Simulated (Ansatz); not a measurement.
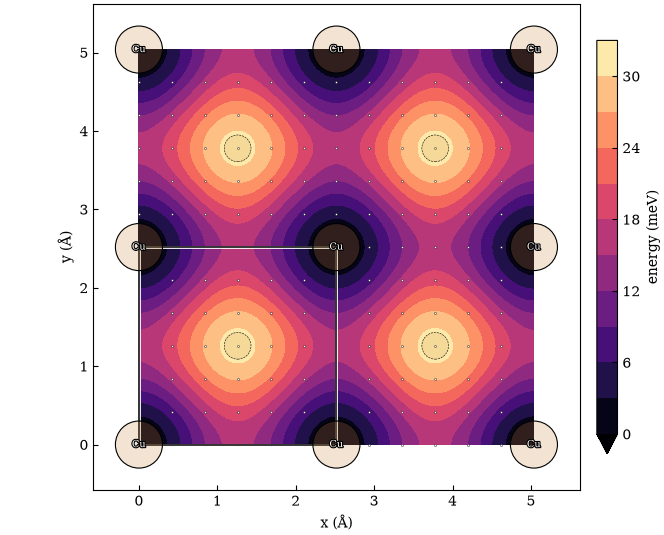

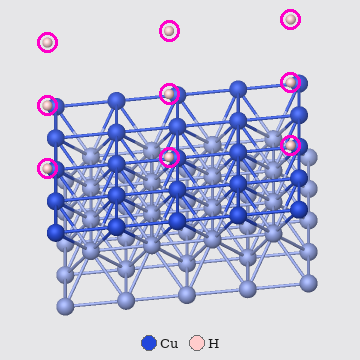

Energy landscape of H on a Cu(100) slab cut from the Fm-3m phase, its upper half relaxed before the scan (12 atoms of substrate and one adsorbate in a 2 × 2 cell). H is moved over the surface cell at a fixed height above a rigid substrate; the origin of the map has the adsorbate above Cu9; the height is held at 3.10 Å. Places are given modulo a cell vector. The map is drawn in real space over the plane of the surface. Grid: 6 × 6 points; 10 points were computed and 26 follow by symmetry. Places are given in fractions of the 1 × 1 surface cell. Energies are in meV, from the lowest grid point. The runs have no spin polarisation, so an open-shell adsorbate far from the surface lies too high. At a fixed height the lowest place need not be the adsorption site. Computed with Ansatz 0.2.0, DFT PBE+D3(BJ), scalar-relativistic, plane waves, PAW. Settings: cutoff 420 eV, k-mesh 5×5×1, gaussian smearing 0.1 eV, no spin polarisation.

Drawn: filled contours, dots at the grid points, labelled circles for the atoms of the top layer and small ones for the second layer, the outline of one cell of the 2 × 2 shown. Between grid points the surface is interpolated. The second picture is the structure at the lowest point; rings mark the moved atoms.

> Where are the wells?

The lowest grid point is at the top site over a surface Cu atom, (0/6, 0/6) of the cell vectors. It is the only kind of minimum in the scanned range. The highest grid point, a fourfold hollow over a second-layer Cu atom, (3/6, 3/6) of the cell vectors, lies 31.1 meV above the lowest. On the interpolated surface the easiest way out of the lowest well to its copy in the next cell or period passes a barrier of about 16 meV. At the lowest point the adsorbate has 1 Cu at 3.10 Å as nearest neighbours, at the highest 4 Cu at 3.58 Å.

Grid values (meV):

| second ↓, first → | 0/6 | 1/6 | 2/6 | 3/6 | 4/6 | 5/6 |
| --- | --- | --- | --- | --- | --- | --- |
| 5/6 | 3.9 | 7.7 | 15.7 | 19.7 | 15.7 | 7.7 |
| 4/6 | 11.9 | 15.7 | 23.4 | 27.3 | 23.4 | 15.7 |
| 3/6 | 16.0 | 19.7 | 27.3 | 31.1 | 27.3 | 19.7 |
| 2/6 | 11.9 | 15.7 | 23.4 | 27.3 | 23.4 | 15.7 |
| 1/6 | 3.9 | 7.7 | 15.7 | 19.7 | 15.7 | 7.7 |
| 0/6 | 0.0 | 3.9 | 11.9 | 16.0 | 11.9 | 3.9 |

Each point was launched as `ansatz run input.yaml --threads 4 --pin off --max-ram 12288MiB --backend cpu --events-out ev --progress --plain --runs-dir out`. The whole map (10 points run) took 6.4 min on 4 threads of Arm Neoverse V1 (shared host).

PAW datasets: the set soft_1.
